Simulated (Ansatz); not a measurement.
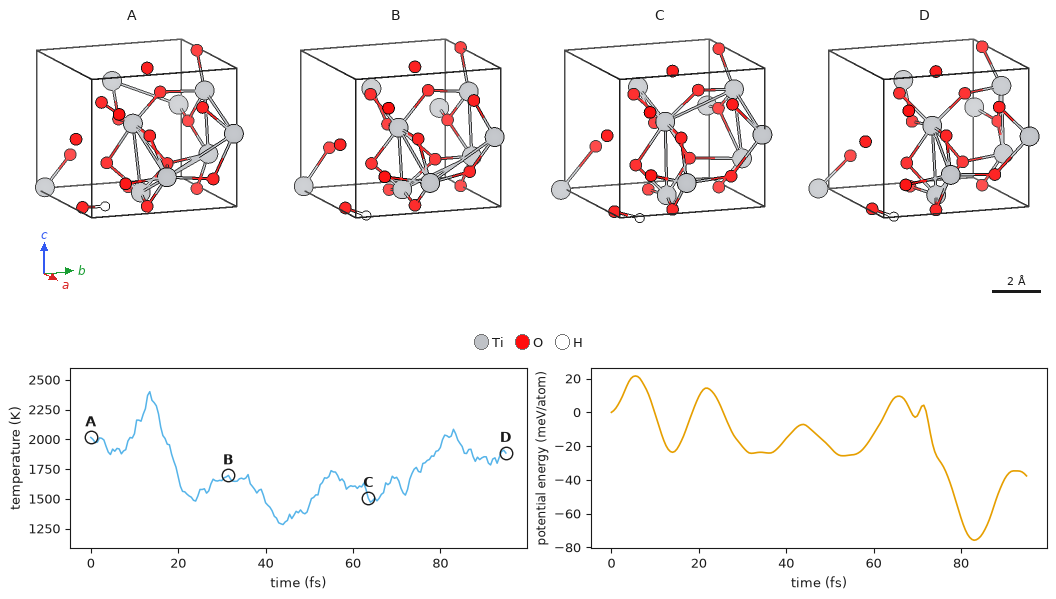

A Born-Oppenheimer molecular dynamics run of TiO2 with an interstitial H (25 atoms in the cell), 95 fs long. It starts from the last geometry of an earlier run, with fresh velocities. Frames (A at 0 fs, B at 32 fs, C at 64 fs, D at 95 fs) and the history of the run. The picture is a ball-and-stick view of the simulation cell, seen slightly off an axis. Bonds to atoms that aren't drawn are left out.

Computed with DFT PBE, scalar-relativistic, plane waves, PAW in Ansatz. Run with plane-wave cutoff 420 eV; k-point mesh 2 × 2 × 2; Fermi-Dirac smearing 0.02 eV; spin collinear; low-accuracy preset; Langevin thermostat (NVT); set temperature 2100 K; time step 0.5 fs; friction 0.005 per fs.

Question: What happens in this trajectory?

Answer: In the second half of the run the atoms are, in the root-mean-square, this far from where they began (common drift taken out): H 0.49 Å, O 0.43 Å, Ti 0.38 Å. The run lasts only 95 fs, too short to tell vibration from diffusion. Bond changes: one H–O bond forms at about 67 fs; one H–O bond breaks at about 88 fs. The mean temperature in the second half is 1716 K (standard deviation 175 K). The potential energy is still drifting at the end, so the run hasn't reached equilibrium. The potential energy in the second half lies on average 28.1 meV per atom below the first frame.

Limits of the set-up: the k-point mesh is coarse for a cell with partly filled bands; the program's low-accuracy preset was used; the periodic images lie only 5.9 Å apart, so the values are limited by the cell's size.

Cost: 33 min on 4 threads of Arm Neoverse V2, with other jobs on the host, peak memory 1.9 GiB.

PAW datasets: the set soft_1.
